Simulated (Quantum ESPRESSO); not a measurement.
Run report: Ag, workfunction calculation (part 2 of 2)

Ag (slab, 5 atoms in the cell); Kohn-Sham DFT of a periodic cell, PBE, SG15 PBE 1.2, no spin polarisation (Quantum ESPRESSO 7.5); cutoff 952.4 eV, 7×7×1 k-mesh, fermi-dirac of 0.05 eV. The structure derives from an entry of the Crystallography Open Database.

## What the program printed, continued
```
   -85.6626 -85.6391 -85.6387 -85.3624 -85.3624 -49.1707 -49.1577 -49.1360
   -49.1208 -49.0976 -49.0879 -49.0789 -49.0709 -49.0642 -48.8636 -48.8636
   -48.8042 -48.8041 -48.7963 -48.7963   0.5229   0.5294   0.6092   0.8313
     0.9104   0.9865   1.1823   1.3678   1.5719   1.6374   1.7966   1.9668
     2.0127   2.1620   2.4238   2.5362   2.6348   2.6547   2.7579   2.9146
     3.0514   3.2543   3.3967   3.4629   3.5508   4.7497   5.1981   6.1794
     7.7043   9.5752  11.5695  12.5507  13.1177  13.5153  14.2832  14.3883
    14.6279  15.5452  15.9207  16.0631  16.3359

          k = 0.2093 0.8459 0.0000 ( 11822 PWs)   bands (ev):

   -85.6605 -85.6371 -85.6370 -85.3605 -85.3605 -49.1882 -49.1683 -49.1540
   -49.1169 -49.1048 -49.0900 -49.0851 -49.0765 -49.0714 -48.8808 -48.8807
   -48.8125 -48.8125 -48.7945 -48.7945   0.3187   0.4330   0.4548   0.6726
     0.7722   0.9437   1.0122   1.3171   1.3836   1.7190   1.8252   1.9266
     2.2402   2.3281   2.4976   2.8305   2.8946   3.0461   3.0946   3.1800
     3.3159   3.3729   3.4083   3.4817   3.5802   7.3862   7.8183   8.2353
     8.6712   8.9784  10.5119  11.2180  11.7300  12.7522  13.7915  14.6833
    15.1318  15.4901  15.9043  16.2167  16.2291

          k = 0.4186 0.7251 0.0000 ( 11787 PWs)   bands (ev):

   -85.6599 -85.6367 -85.6366 -85.3600 -85.3600 -49.1716 -49.1560 -49.1421
   -49.1367 -49.1107 -49.1051 -49.0913 -49.0837 -49.0758 -48.8651 -48.8651
   -48.8348 -48.8348 -48.7940 -48.7940   0.6587   0.6736   0.8906   1.0031
     1.1416   1.1711   1.2023   1.2238   1.5549   1.6336   1.8150   1.8785
     2.0964   2.1347   2.2964   2.3617   2.4842   2.5480   2.7431   2.8023
     3.0298   3.2518   3.3832   3.4322   3.5279   7.5448   8.1744   9.1684
    10.4620  11.2231  11.2624  11.7824  12.1244  12.3622  12.9037  13.3881
    14.2790  14.7362  15.1291  15.7274  16.3757

     the Fermi energy is     6.2598 ev

!    total energy              =   -1438.16997292 Ry
     estimated scf accuracy    <          4.9E-09 Ry
     smearing contrib. (-TS)   =      -0.00112395 Ry
     internal energy E=F+TS    =   -1438.16884897 Ry

     The total energy is F=E-TS. E is the sum of the following terms:
     one-electron contribution =   -9862.82483514 Ry
     hartree contribution      =    4938.97221939 Ry
     xc contribution           =    -135.67806216 Ry
     ewald contribution        =    3621.36182894 Ry

     convergence has been achieved in  15 iterations

     Forces acting on atoms (cartesian axes, Ry/au):

     atom    1 type  1   force =     0.00000000    0.00000000   -0.00611564
     atom    2 type  1   force =    -0.00000000   -0.00000000   -0.00111735
     atom    3 type  1   force =    -0.00000000   -0.00000000    0.00000000
     atom    4 type  1   force =     0.00000000    0.00000000    0.00111735
     atom    5 type  1   force =     0.00000000    0.00000000    0.00611564

     Total force =     0.008792     Total SCF correction =     0.000257

=------------------------------------------------------------------------------=
   JOB DONE.
=------------------------------------------------------------------------------=
```

## File pp_density.out
```
This program is part of the open-source Quantum ESPRESSO suite
     for quantum simulation of materials; please cite
         "P. Giannozzi et al., J. Phys.:Condens. Matter 21 395502 (2009);
         "P. Giannozzi et al., J. Phys.:Condens. Matter 29 465901 (2017);
         "P. Giannozzi et al., J. Chem. Phys. 152 154105 (2020);
          URL
     in publications or presentations arising from this work. More details at

     ./tmp/pwscf.save/

     IMPORTANT: XC functional enforced from input :
     Exchange-correlation= PBE
                           (   1   4   3   4   0   0   0)
     Any further DFT definition will be discarded
     Please, verify this is what you really want

     G-vector sticks info
     --------------------
     sticks:   dense  smooth     PW     G-vecs:    dense   smooth      PW
     Sum         583     583    163                94571    94571   14911

     Using Slab Decomposition

     Calling punch_plot, plot_num =   0
     Writing data to file  density.dat
     Reading data from file  density.dat

     Writing data to be plotted to file density.cube
     Plot Type: 3D                     Output format: Gaussian cube

=------------------------------------------------------------------------------=
   JOB DONE.
=------------------------------------------------------------------------------=
```

## File pp_potential.out
```
This program is part of the open-source Quantum ESPRESSO suite
     for quantum simulation of materials; please cite
         "P. Giannozzi et al., J. Phys.:Condens. Matter 21 395502 (2009);
         "P. Giannozzi et al., J. Phys.:Condens. Matter 29 465901 (2017);
         "P. Giannozzi et al., J. Chem. Phys. 152 154105 (2020);
          URL
     in publications or presentations arising from this work. More details at

     ./tmp/pwscf.save/

     IMPORTANT: XC functional enforced from input :
     Exchange-correlation= PBE
                           (   1   4   3   4   0   0   0)
     Any further DFT definition will be discarded
     Please, verify this is what you really want

     G-vector sticks info
     --------------------
     sticks:   dense  smooth     PW     G-vecs:    dense   smooth      PW
     Sum         583     583    163                94571    94571   14911

     Using Slab Decomposition

     Calling punch_plot, plot_num =  11
     Writing data to file  potential.dat
     Reading data from file  potential.dat

     Writing data to be plotted to file potential.cube
     Plot Type: 3D                     Output format: Gaussian cube

=------------------------------------------------------------------------------=
   JOB DONE.
=------------------------------------------------------------------------------=
```

## File pp_elf.out
```
This program is part of the open-source Quantum ESPRESSO suite
     for quantum simulation of materials; please cite
         "P. Giannozzi et al., J. Phys.:Condens. Matter 21 395502 (2009);
         "P. Giannozzi et al., J. Phys.:Condens. Matter 29 465901 (2017);
         "P. Giannozzi et al., J. Chem. Phys. 152 154105 (2020);
          URL
     in publications or presentations arising from this work. More details at

     ./tmp/pwscf.save/

     IMPORTANT: XC functional enforced from input :
     Exchange-correlation= PBE
                           (   1   4   3   4   0   0   0)
     Any further DFT definition will be discarded
     Please, verify this is what you really want

     G-vector sticks info
     --------------------
     sticks:   dense  smooth     PW     G-vecs:    dense   smooth      PW
     Sum         583     583    163                94571    94571   14911

     Using Slab Decomposition

     Calling punch_plot, plot_num =   8
     Message from routine do_elf_kin:
     elf/kin + US not fully implemented
     Writing data to file  elf.dat
     Reading data from file  elf.dat

     Writing data to be plotted to file elf.cube
     Plot Type: 3D                     Output format: Gaussian cube

=------------------------------------------------------------------------------=
   JOB DONE.
=------------------------------------------------------------------------------=
```

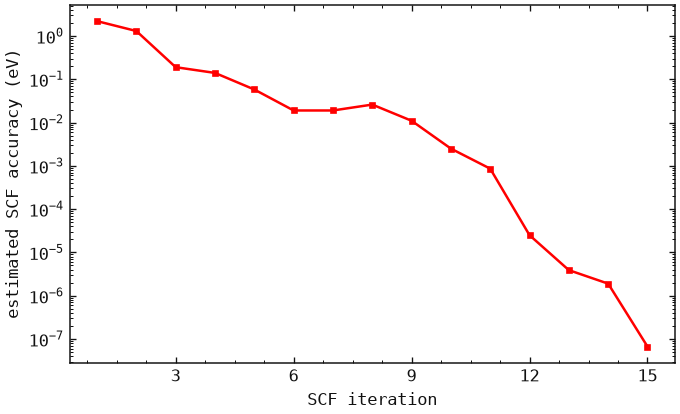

**Figure 1.** Convergence of the self-consistent field: estimated SCF accuracy against the iteration. The field takes 15 iterations in all.

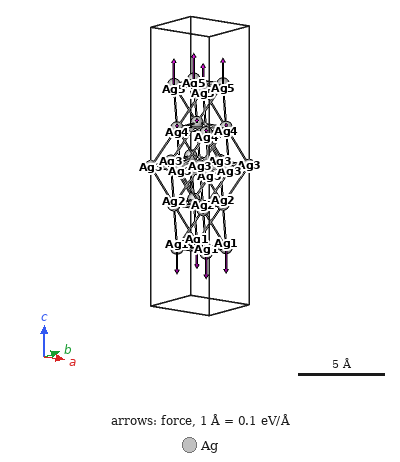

**Figure 2.** Forces on the atoms as pink arrows (ball-and-stick view of the 2 × 2 repeat of the cell, with the vacuum cut short, seen slightly off an axis; atoms are numbered from 1 in the order of the input). The largest act on Ag1, Ag5 (0.16 eV/Å). The geometry is not a stationary point of this energy.

This output came from the following input.

## Input file
```
&CONTROL
  calculation = 'scf'
  prefix = 'pwscf'
  outdir = './tmp'
  pseudo_dir = './pseudo'
  tprnfor = .true.
  disk_io = 'low'
/
&SYSTEM
  ibrav = 0
  celldm(1) = 8
  nat = 5
  ntyp = 1
  ecutwfc = 70
  nbnd = 61
  occupations = 'smearing'
  smearing = 'fd'
  degauss = 0.00367493
/
&ELECTRONS
  conv_thr = 5d-09
  electron_maxstep = 150
  mixing_beta = 0.3
  mixing_mode = 'local-TF'
/
ATOMIC_SPECIES
Ag   107.8682 Ag_ONCV_PBE-1.2.upf
CELL_PARAMETERS alat
  0.6825170447991   0.0000000000000  -0.0000000000000
 -0.3412585223996   0.5910770993119   0.0000000000000
  0.0000000000000   0.0000000000000   5.7723278176868
ATOMIC_POSITIONS crystal
Ag     0.6666666667    0.3333333333    0.3069157362
Ag     0.3333333333    0.6666666667    0.4034578681
Ag     0.0000000000    0.0000000000    0.5000000000
Ag     0.6666666667    0.3333333333    0.5965421319
Ag     0.3333333333    0.6666666667    0.6930842638
K_POINTS automatic
7 7 1 0 0 0
```

## File pp_density.in
```
&INPUTPP
  prefix = 'pwscf'
  outdir = './tmp'
  filplot = 'density.dat'
  plot_num = 0
/
&PLOT
  nfile = 1
  filepp(1) = 'density.dat'
  iflag = 3
  output_format = 6
  fileout = 'density.cube'
/
```

## File pp_potential.in
```
&INPUTPP
  prefix = 'pwscf'
  outdir = './tmp'
  filplot = 'potential.dat'
  plot_num = 11
/
&PLOT
  nfile = 1
  filepp(1) = 'potential.dat'
  iflag = 3
  output_format = 6
  fileout = 'potential.cube'
/
```

## File pp_elf.in
```
&INPUTPP
  prefix = 'pwscf'
  outdir = './tmp'
  filplot = 'elf.dat'
  plot_num = 8
/
&PLOT
  nfile = 1
  filepp(1) = 'elf.dat'
  iflag = 3
  output_format = 6
  fileout = 'elf.cube'
/
```

Run as:
```bash
OMP_NUM_THREADS=1 mpirun -n 2 pw.x -nk 2 -in pw.in > pw.out
OMP_NUM_THREADS=1 mpirun -n 1 pp.x -in pp_density.in > pp_density.out
OMP_NUM_THREADS=1 mpirun -n 1 pp.x -in pp_potential.in > pp_potential.out
OMP_NUM_THREADS=1 mpirun -n 1 pp.x -in pp_elf.in > pp_elf.out
```

## Key numbers

```tsv
quantity	value
outcome	converged
electrons treated	95
free energy	−19567.2993 eV
work function, top face	4.52 eV
work function, bottom face	4.52 eV
gap on the k-point mesh	none (metallic)
work function (upper face)	4.52 eV
largest force (length of the vector)	0.157 eV/Å
hardware	2 threads of Arm Neoverse V2, 24 GiB of memory available, shared host
wall time	93 s (CPU time 3 min)
peak memory	0.44 GiB
```

## Remarks

Notes on the run: negative rho. Points of doubt noted for this run: coarse mesh.
